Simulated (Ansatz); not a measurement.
# ZrO2: one change and its effect

System: ZrO2 (Fm-3m, 3 atoms in the cell).
Method of the first run: DFT, r2SCAN, plane waves, PAW, no spin polarisation (Ansatz 0.2.0).

The structure derives from an entry of the Crystallography Open Database. The geometry comes from this level: r2SCAN. Text and figures count atoms from 1; the logs count them from 0 in places.

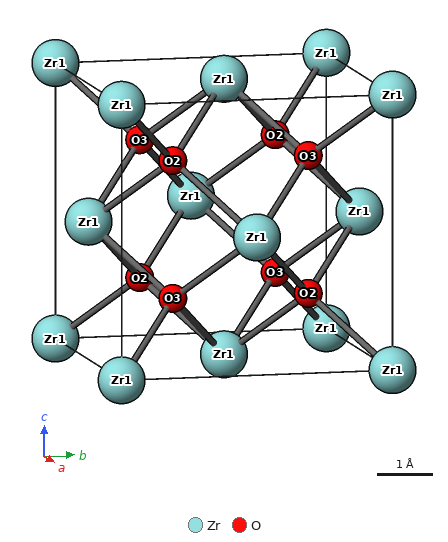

Fig. 1: The structure as given in the input (ball-and-stick view of the cell 4 times as large as that of the calculation, set on its symmetry axes, seen slightly off an axis; atoms are numbered from 1 in the order of the input).

Input, the first run:
```yaml
crystal:
  lattice:
    - [0.0, 2.5447136213, 2.5447136213]
    - [2.5447136213, 0.0, 2.5447136213]
    - [2.5447136213, 2.5447136213, 0.0]
  atoms:
    - { symbol: Zr, position: [0.0, 0.0, 0.0] }
    - { symbol: O, position: [0.25, 0.25, 0.25] }
    - { symbol: O, position: [0.75, 0.75, 0.75] }
kpoints:
  mp_grid: { grid: [8, 8, 8] }
  band_path:
    path:
      - [0.0, 0.0, 0.0]
      - [0.5, 0.0, 0.5]
      - [0.625, 0.25, 0.625]
      - [0.375, 0.375, 0.75]
      - [0.5, 0.5, 0.5]
      - [0.5, 0.25, 0.75]
      - [0.0, 0.5, 0.5]
    npoints: 1
hamiltonian:
  xc: r2scan
scf:
  occupations: { method: fixed }
  n_extra_bands: 4
output:
  forces: true
  stress: true
  eigenvalues: true
```

Launched with:
```bash
ansatz run input.yaml --threads 2 --pin off --max-ram 2764MiB --backend cpu --events-out ev --progress --plain --runs-dir out
```

Hardware: 2 threads of Arm Neoverse V1, 24 GiB of memory available, shared host.

Output, shortened to warnings, some set-up lines, iterations and results (the first run):
```
Basis set: ecut = 500 eV, 869 PW (Γ), exchange–correlation on 108×108×108 points (64 copies of the dense FFT grid, shifted against one another)
Symmetry: 48 space group operations
k-points: 29 of 512
Initial density: superposition of atomic densities (neutral atoms: chi_scale 0, normalization atom), corrected by the library's trained network
[...]
SCF iter   1: F=—  HF=-5337.993815 eV  |F-HF|=—  |Δ(HF+E_count)|=         —  Δρ=1.63e-2  dr2=1.08e-1  dr2_τ=1.94e-1  ethr=1.77e-3  ⟨swp⟩=4.0  Hψ=2101  notcnv=0  defer=57
SCF iter   2: F=—  HF=-5338.065397 eV  |F-HF|=—  |Δ(HF+E_count)|=   7.16e-2  Δρ=1.21e-2  dr2=2.72e-2  dr2_τ=1.02e-2  ethr=4.49e-4  ⟨swp⟩=2.0  Hψ=980  notcnv=0  defer=58
SCF iter   3: F=—  HF=-5338.059054 eV  |F-HF|=—  |Δ(HF+E_count)|=   6.34e-3  Δρ=3.32e-3  dr2=1.61e-3  dr2_τ=2.23e-4  ethr=1.13e-4  ⟨swp⟩=2.0  Hψ=718  notcnv=0  defer=58
SCF iter   4: F=—  HF=-5338.059383 eV  |F-HF|=—  |Δ(HF+E_count)|=   3.29e-4  Δρ=7.90e-4  dr2=7.96e-5  dr2_τ=1.97e-5  ethr=6.71e-6  ⟨swp⟩=2.4  Hψ=752  notcnv=0  defer=58
SCF iter   5: F=—  HF=-5338.059394 eV  |F-HF|=—  |Δ(HF+E_count)|=   1.16e-5  Δρ=9.35e-5  dr2=7.09e-7  dr2_τ=2.41e-7  ethr=3.32e-7  ⟨swp⟩=2.0  Hψ=654  notcnv=0  defer=11
SCF iter   6: F=-5338.059396 eV  HF=-5338.059396 eV  |F-HF|=5.12e-9  |Δ(HF+E_count)|=   1.34e-6  Δρ=1.29e-5  dr2=1.74e-8  dr2_τ=9.87e-9  ethr=4.17e-10  ⟨swp⟩=7.2  Hψ=2463  …
SCF 1 converged in 6 iterations: F = -5338.059396 eV  dr2 = 1.74e-8
NSCF: frozen V_eff on 7 k-points
SCF converged after 6 iterations
Free energy (F): -5338.059396 eV
Harris-Foulkes:  -5338.059396 eV  (|F-HF|=5.12e-9)
Internal energy: -5338.059396 eV  (E = F + TS)
E sigma→0 (E₀):  -5338.059396 eV
Fermi energy:    11.843397 eV
--- Per-component energies (eV) ---
  E_band       = -80.385964
  E_kinetic    = 689.416694
  E_local      = -1139.456288  (includes V_loc(G=0)·N_el)
  E_nonlocal   = 169.276462
  E_hartree    = 376.866557
  E_xc         = -305.738678
  E_vxc        = -426.447728  (∫ρ·V_xc dr)
  E_paw        = -3289.491713  (= ΣΔE_a)
  E_vpaw       = -152.707557  (= ΣTr[D̂ρ^β])
  E_aug_tail   = 0.001929  (compensation charges beyond the density's cutoff)
  E_vtau       = 25.796886  (kinetic-family band-sum trace: ∫τ·v_τ [+ j·A + Jᵃ·Aᵃ] dr)
  E_ewald      = -1838.705735
  E_core_change = -0.228623  (= ΣΔE_core)
  E_smearing   = -0.000000  (= −TS)
  E_closure    = 0.000000  (closes the sum)
  Σ components = -5338.059396   (vs F -5338.059396, Δ=0.00e0)
--- Forces (eV/Å), atoms counted from 1 ---
  atom   1  Zr    -0.00000000    -0.00000000    -0.00000000
  atom   2  O     -0.00000000     0.00000000     0.00000000
  atom   3  O     -0.00000000     0.00000000    -0.00000000
  max |Σ_I F_I| component: 4.63e-18 eV/Å
--- Stress (GPa, compression-positive) ---
       -0.014654       0.000000      -0.000000
        0.000000      -0.014654       0.000000
       -0.000000       0.000000      -0.014654
  P = ⅓ Tr σ = -0.0147 GPa (-0.147 kbar)
```

For the second run the input was changed thus:
```diff
-  xc: r2scan
+  xc: pbe
```

Predict how the results change.

The total energies belong to different methods, so their difference says nothing on which is more stable or more accurate. The gap on the mesh goes from 3.89 to 3.36 eV. The pressure goes from −0.01 to 3.80 GPa. The functional changes from r2SCAN to PBE. The number of SCF iterations is the same. The default cutoff goes from 500 to 420 eV with the change. The plane waves at Γ go from 869 to 645.

Output, shortened to warnings, some set-up lines, iterations and results (the second run):
```
Basis set: ecut = 420 eV, 645 PW (Γ), exchange–correlation on 50×50×50 points (8 copies of the dense FFT grid, shifted against one another)
Symmetry: 48 space group operations
k-points: 29 of 512
Initial density: superposition of atomic densities (neutral atoms: chi_scale 0, normalization atom), corrected by the library's trained network
[...]
SCF iter   1: F=—  HF=-5323.814933 eV  |F-HF|=—  |Δ(HF+E_count)|=         —  Δρ=2.19e-3  dr2=1.04e-3  ethr=1.77e-3  ⟨swp⟩=4.0  Hψ=2030  notcnv=0  defer=58
SCF iter   2: F=—  HF=-5323.814296 eV  |F-HF|=—  |Δ(HF+E_count)|=   6.37e-4  Δρ=1.46e-3  dr2=5.42e-4  ethr=4.34e-6  ⟨swp⟩=2.0  Hψ=1102  notcnv=0  defer=58
SCF iter   3: F=—  HF=-5323.814194 eV  |F-HF|=—  |Δ(HF+E_count)|=   1.02e-4  Δρ=5.77e-4  dr2=1.82e-5  ethr=2.26e-6  ⟨swp⟩=2.0  Hψ=694  notcnv=0  defer=58
SCF iter   4: F=—  HF=-5323.814358 eV  |F-HF|=—  |Δ(HF+E_count)|=   1.64e-4  Δρ=1.52e-4  dr2=1.34e-6  ethr=7.60e-8  ⟨swp⟩=2.0  Hψ=748  notcnv=0  defer=20
SCF iter   5: F=-5323.814364 eV  HF=-5323.814364 eV  |F-HF|=4.15e-8  |Δ(HF+E_count)|=   6.26e-6  Δρ=1.34e-5  dr2=1.46e-8  ethr=5.60e-9  ⟨swp⟩=2.0  Hψ=812  notcnv=0  defer=28
SCF iter   6: F=-5323.814364 eV  HF=-5323.814364 eV  |F-HF|=1.08e-9  |Δ(HF+E_count)|=   5.01e-8  Δρ=2.61e-6  dr2=1.63e-9  ethr=6.09e-11  ⟨swp⟩=4.6  Hψ=2221  notcnv=0
SCF 1 converged in 6 iterations: F = -5323.814364 eV  dr2 = 1.63e-9
NSCF: frozen V_eff on 7 k-points
SCF converged after 6 iterations
Free energy (F): -5323.814364 eV
Harris-Foulkes:  -5323.814364 eV  (|F-HF|=1.08e-9)
Internal energy: -5323.814364 eV  (E = F + TS)
E sigma→0 (E₀):  -5323.814364 eV
Fermi energy:    12.157814 eV
--- Per-component energies (eV) ---
  E_band       = -60.699515
  E_kinetic    = 688.023204
  E_local      = -1139.759881  (includes V_loc(G=0)·N_el)
  E_nonlocal   = 171.153832
  E_hartree    = 376.461304
  E_xc         = -312.139102
  E_vxc        = -383.084009  (∫ρ·V_xc dr)
  E_paw        = -3268.853013  (= ΣΔE_a)
  E_vpaw       = -149.959554  (= ΣTr[D̂ρ^β])
  E_aug_tail   = 0.005026  (compensation charges beyond the density's cutoff)
  E_ewald      = -1838.705735
  E_smearing   = -0.000000  (= −TS)
  E_closure    = 0.000000  (closes the sum)
  Σ components = -5323.814364   (vs F -5323.814364, Δ=0.00e0)
--- Forces (eV/Å), atoms counted from 1 ---
  atom   1  Zr    -0.00000000     0.00000000     0.00000000
  atom   2  O      0.00000000     0.00000000    -0.00000000
  atom   3  O     -0.00000000     0.00000000    -0.00000000
  max |Σ_I F_I| component: 8.10e-18 eV/Å
--- Stress (GPa, compression-positive) ---
        3.797963      -0.000000      -0.000000
       -0.000000       3.797963      -0.000000
        0.000000       0.000000       3.797963
  P = ⅓ Tr σ = 3.7980 GPa (37.980 kbar)
```

The two runs side by side:

| quantity | the first run | the second run |
| --- | --- | --- |
| outcome | converged | converged |
| free energy per atom (eV) | −1779.3531 | −1774.6048 |
| gap on the mesh (eV) | 3.89 | 3.36 |
| pressure (GPa) | −0.01 | 3.80 |
| largest force (eV/Å) | 0.000 | 0.000 |
| SCF iterations | 6 | 6 |
| irreducible k-points | 29 | 29 |
| plane waves at Γ | 869 | 645 |
| wall time (shared host) | 1.9 s | 0.81 s |
